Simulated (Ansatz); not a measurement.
W (slab)

Input file:

```
crystal:
  lattice:
    - [5.7610695454, 0.0, 0.0]
    - [0.0, 8.1473826848, 0.0]
    - [0.0, 0.0, 28.3270189633]
  atoms:
    - { symbol: W, position: [0.2868677464, 0.2177111823, 0.5704807533] }
    - { symbol: W, position: [0.7898942477, 0.2225772583, 0.5708340578] }
    - { symbol: W, position: [0.6223658549, 0.5625295918, 0.5711652782] }
    - { symbol: W, position: [0.4402798383, 0.8875612331, 0.5711704631] }
    - { symbol: W, position: [0.1127288198, 0.5572368506, 0.5710213041] }
    - { symbol: W, position: [0.9389713242, 0.8897513946, 0.5716538946] }
    - { symbol: W, position: [0.1138546232, 0.0560946823, 0.6469497484] }
    - { symbol: W, position: [0.612651051, 0.0563878835, 0.6483574752] }
    - { symbol: W, position: [0.4506199318, 0.3898165276, 0.6462830668] }
    - { symbol: W, position: [0.2819702007, 0.72215935, 0.6484636343] }
    - { symbol: W, position: [0.9508639077, 0.3901761226, 0.6477096214] }
    - { symbol: W, position: [0.7821307987, 0.7244680553, 0.6474726252] }
    - { symbol: W, position: [0.946349562, 0.8888367254, 0.7201922783] }
    - { symbol: W, position: [0.4483204984, 0.8891614732, 0.7201891967] }
    - { symbol: W, position: [0.2811542474, 0.2234269512, 0.7198711256] }
    - { symbol: W, position: [0.1162169514, 0.5560226989, 0.7200052608] }
    - { symbol: W, position: [0.7806580479, 0.2241176063, 0.7197351147] }
    - { symbol: W, position: [0.6164858096, 0.5543955766, 0.7201797419] }
basis:
  ecutwfc: 420
kpoints:
  mp_grid: { grid: [6, 5, 1] }
hamiltonian:
  xc: pbe
scf:
  occupations: { method: gaussian, width: 0.1 }
output:
  forces: true
  stress: true
  eigenvalues: true
  write_density: true
  write_potential: true
  elf: true
  volumetric_format: npy
efield:
  axis: 3
  dipole_correction: true
  ramp_width: 0.04
```

Launched as:

```sh
ansatz run input.yaml --threads 8 --pin off --max-ram 20480MiB --backend cpu --events-out ev --progress --plain --runs-dir out
```

Not relaxed (largest force 1.1 eV/Å).

Theory: DFT PBE, scalar-relativistic, plane waves, PAW in Ansatz.

**What can the converged valence pseudo-density and electron localisation function tell about the bonding?**

W–W (2.63 Å): the density is about 0.52 e/Å³ at the midpoint; the ELF is about 0.45 at the midpoint.
W–W (2.66 Å): ρ at the midpoint is about 0.5 e/Å³; the ELF is about 0.45 at the midpoint.
W–W (2.72 Å): ρ is about 0.45 e/Å³ halfway; the ELF is about 0.40 at the midpoint.

**Does the calculation make it a metal, or give it a gap?**

It is gapless in this calculation (a metal or semimetal).

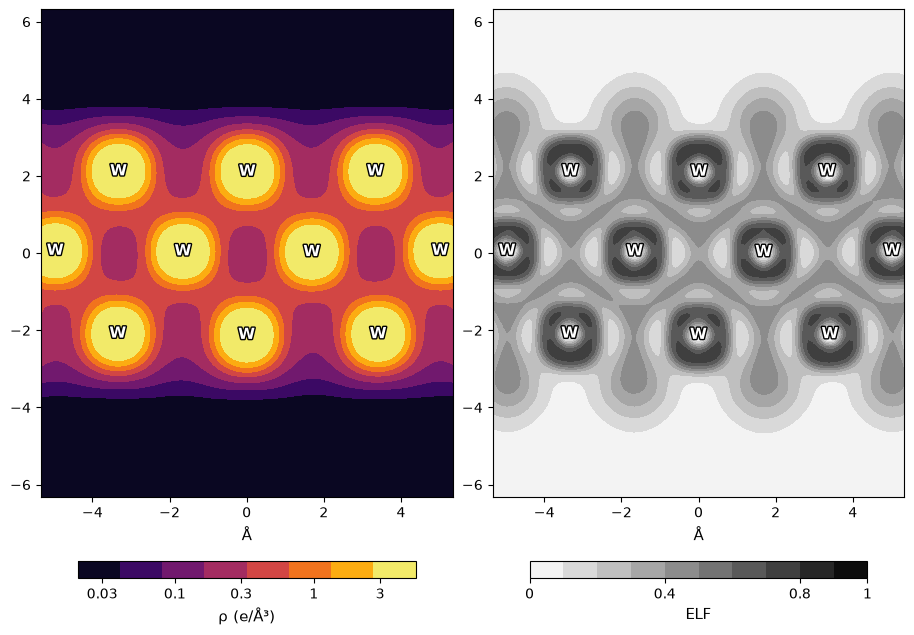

Computed valence pseudo-density and electron localisation function on the (11̄0) plane of the calculation cell, a cut from vacuum to vacuum, in this order. 
